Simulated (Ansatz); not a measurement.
Consider Li.

Input

```
crystal:
  lattice:
    - [1.9043511108, -2.304226173, -0.0214120412]
    - [1.9043511108, 2.304226173, -0.0214120412]
    - [-1.8856647525, 0.0, 2.325640108]
  atoms:
    - { symbol: Li, position: [0.0, 0.0, 0.0] }
basis:
  ecutwfc: 420
kpoints:
  mp_grid: { grid: [22, 22, 24] }
  band_path:
    path:
      - [[0.0, 0.0, 0.0], [0.0, 0.0, -0.5], [0.36598444, -0.36598444, -0.5]]
      - [[-0.36598444, -0.63401556, 0.5], [-0.5, -0.5, 0.5], [0.0, 0.0, 0.0], [0.5, -0.5, 0.0]]
      - [[0.0, -0.5, 0.0], [0.0, 0.0, 0.0], [0.0, -0.5, 0.5]]
    npoints: 14
hamiltonian:
  xc: pbe
scf:
  occupations: { method: gaussian, width: 0.1 }
  n_extra_bands: 6
output:
  forces: true
  stress: true
  eigenvalues: true
  populations: true
  dos: { projected: true, de: 0.02, nscf_kmesh: { grid: [27, 27, 29] } }
  bader: true
  write_density: true
  write_potential: true
  elf: true
  volumetric_format: npy
```

Run with:

```sh
ansatz run input.yaml --threads 4 --pin off --max-ram 8192MiB --backend cpu --events-out ev --progress --plain --runs-dir out
```

Below, planes, directions and counts refer to the conventional cell (a = 3.26 Å, b = 3.26 Å, c = 3.81 Å, α = 89.87°, β = 90.13°, γ = 90.00°).

Space group I4/mmm; a structure generated by program, which may or may not match a known phase; computed without spin polarisation.

These are results of DFT PBE, scalar-relativistic, plane waves, PAW in Ansatz 0.2.0, not measurements.

Question: Predict the valence pseudo-density and electron localisation function between the atoms.

Answer: Li–Li (2.99 Å): ρ is about 0.05 e/Å³ halfway; the ELF reaches about 0.50 near the midpoint.

Question: Metal or insulator at this level of theory?

Answer: It is metallic or semimetallic at this level of theory: no gap opens.

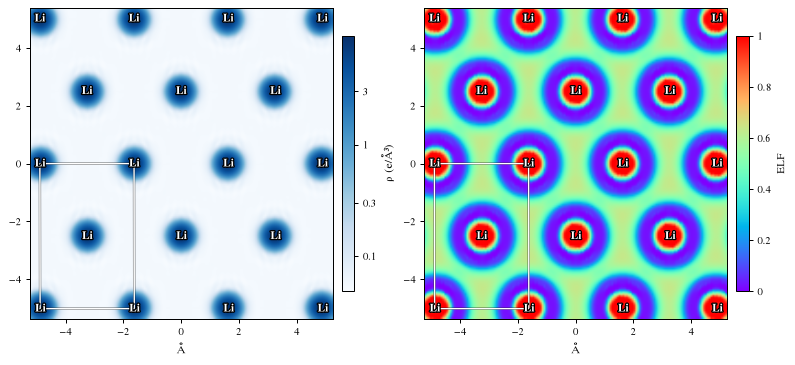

Computed valence pseudo-density and electron localisation function on the (011̄) plane of the conventional cell, in this order. 
